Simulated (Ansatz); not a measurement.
```yaml
crystal:
  lattice:
    - [-5.50734, 5.50734, -5.50734]
    - [5.50734, -5.50734, -5.50734]
    - [-5.50734, -5.50734, 5.50734]
  atoms:
    - { symbol: Al, position: [0.50000, 0.27846, 0.25000] }
    - { symbol: Al, position: [0.25147, 0.25232, 0.50232] }
    - { symbol: Al, position: [0.00086, 0.24853, 0.75086] }
    - { symbol: Al, position: [0.77846, 0.00000, 0.25000] }
    - { symbol: Al, position: [0.75232, 0.25232, 0.00147] }
    - { symbol: Al, position: [0.50000, 0.00000, 0.52846] }
    - { symbol: Al, position: [0.24768, 0.00000, 0.74914] }
    - { symbol: Al, position: [0.99914, 0.74768, 0.25000] }
    - { symbol: Al, position: [0.99914, 0.00000, 0.99768] }
    - { symbol: Al, position: [0.75232, 0.75147, 0.50232] }
    - { symbol: Al, position: [0.50000, 0.74768, 0.74914] }
    - { symbol: Al, position: [0.24768, 0.49914, 0.25000] }
    - { symbol: Al, position: [0.22154, 0.72154, 0.97154] }
    - { symbol: Al, position: [0.00086, 0.50086, 0.49853] }
    - { symbol: Al, position: [0.74853, 0.50086, 0.75086] }
    - { symbol: Al, position: [0.50000, 0.49914, 0.99768] }
    - { symbol: P, position: [0.24666, 0.00000, 0.49744] }
    - { symbol: P, position: [0.00000, 0.00000, 0.75000] }
    - { symbol: P, position: [0.74744, 0.74666, 0.25000] }
    - { symbol: P, position: [0.74744, 0.00000, 0.99666] }
    - { symbol: P, position: [0.50000, 0.74666, 0.49744] }
    - { symbol: P, position: [0.25256, 0.75256, 0.74922] }
    - { symbol: P, position: [0.00000, 0.50000, 0.25000] }
    - { symbol: P, position: [0.99922, 0.75256, 0.00256] }
    - { symbol: P, position: [0.75334, 0.50078, 0.50334] }
    - { symbol: P, position: [0.50000, 0.50000, 0.75000] }
    - { symbol: P, position: [0.24666, 0.24744, 0.25000] }
    - { symbol: P, position: [0.25256, 0.49922, 0.00256] }
    - { symbol: P, position: [0.00078, 0.25334, 0.50334] }
    - { symbol: P, position: [0.75334, 0.25334, 0.75078] }
    - { symbol: P, position: [0.50000, 0.24744, 0.99666] }
```

Spin-polarised.

Computed with Ansatz, DFT PBE, scalar-relativistic, plane waves, PAW.

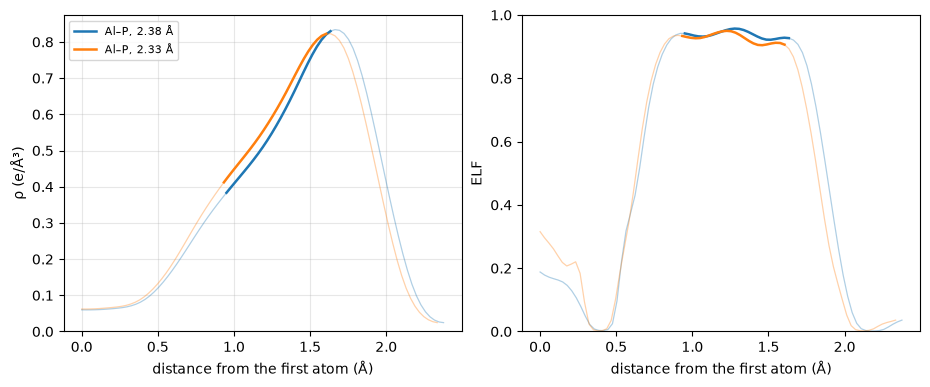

Al$_{16}$P$_{15}$ (cell charge +2, with a compensating background) (cell with a defect). Valence electron density and electron localisation function along straight lines between neighbouring atoms. Thin, pale parts lie inside the atomic spheres.

In a PAW calculation such maps are meaningful between the atoms, not at the nuclei.

### What can be read from the curves?

Al–P (2.38 Å): ρ is about 0.51 e/Å³ halfway; the ELF peaks at about 0.95 between the atoms; localised, covalent bonding.
Al–P (2.33 Å): ρ at the midpoint is about 0.54 e/Å³; the ELF peaks at about 0.95 between the atoms: localised, covalent bonding.
